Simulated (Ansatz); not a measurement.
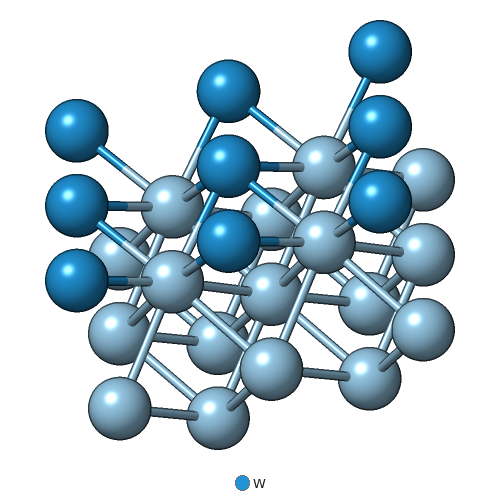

The system is S on a W(100) slab cut from the Im-3m phase, its upper half relaxed before the scan (16 atoms of substrate and one adsorbate in a 2 × 2 cell); the picture shows it without the atoms that are moved over the map. S is moved over the surface cell; relaxed at each place: the height of the adsorbate's atoms; substrate rigid; the origin of the map has the adsorbate above W13. Places are given modulo a cell vector. The map is drawn in real space over the plane of the surface. The grid has 8 × 8 points; 15 points were computed and 49 follow by symmetry. Places are given in fractions of the 1 × 1 surface cell. Energies: eV, counted from the lowest grid point. The calculation used DFT PBE, scalar-relativistic, plane waves, PAW in Ansatz. Settings: cutoff 420 eV, k-mesh 4×4×1, gaussian smearing 0.1 eV, no spin polarisation.

Range: position of S17 along the first surface vector from 0.000 to 0.875; position of S17 along the second surface vector from 0.000 to 0.875.

**What will the energy surface look like?**

The lowest grid point is at a fourfold hollow over a second-layer W atom, (4/8, 4/8) of the cell vectors. It is the only kind of minimum in the scanned range. The highest grid point, the top site over a surface W atom, (0/8, 0/8) of the cell vectors, lies 2.09 eV above the lowest. On the interpolated surface the easiest way out of the lowest well to its copy in the next cell or period passes a barrier of about 1.3 eV. At the lowest point the adsorbate has 5 W at 2.53 Å as nearest neighbours, at the highest 1 W at 2.20 Å. Its relaxed height above the top atom is 1.14 Å at the lowest and 2.20 Å at the highest point.

```
second ↓, first →   0/8   1/8   2/8   3/8   4/8   5/8   6/8   7/8
              7/8  2.04  2.00  1.84  1.52  1.26  1.52  1.84  2.00
              6/8  1.88  1.84  1.67  1.34  1.07  1.34  1.67  1.84
              5/8  1.56  1.52  1.34  0.93  0.48  0.93  1.34  1.52
              4/8  1.30  1.26  1.07  0.48  0.00  0.48  1.07  1.26
              3/8  1.56  1.52  1.34  0.93  0.48  0.93  1.34  1.52
              2/8  1.88  1.84  1.67  1.34  1.07  1.34  1.67  1.84
              1/8  2.04  2.00  1.84  1.52  1.26  1.52  1.84  2.00
              0/8  2.09  2.04  1.88  1.56  1.30  1.56  1.88  2.04
```

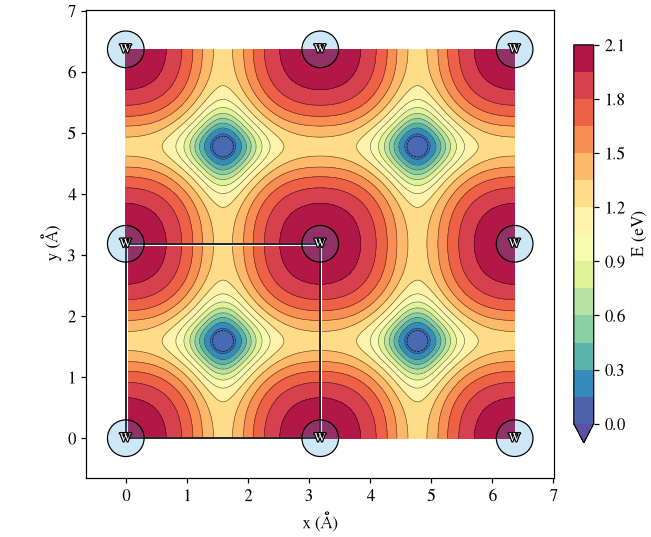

Drawn: filled contours, labelled circles for the atoms of the top layer and small ones for the second layer, the outline of one cell of the 2 × 2 shown. Between grid points the surface is interpolated.

Each point was launched as `ansatz run input.yaml --threads 8 --pin off --max-ram 22528MiB --backend cpu --events-out ev --progress --plain --runs-dir out`. Time for the 15 points that were run: 4.6 min on 8 threads of Intel(R) Xeon(R) Gold 6455B (Sapphire Rapids), on a shared host.
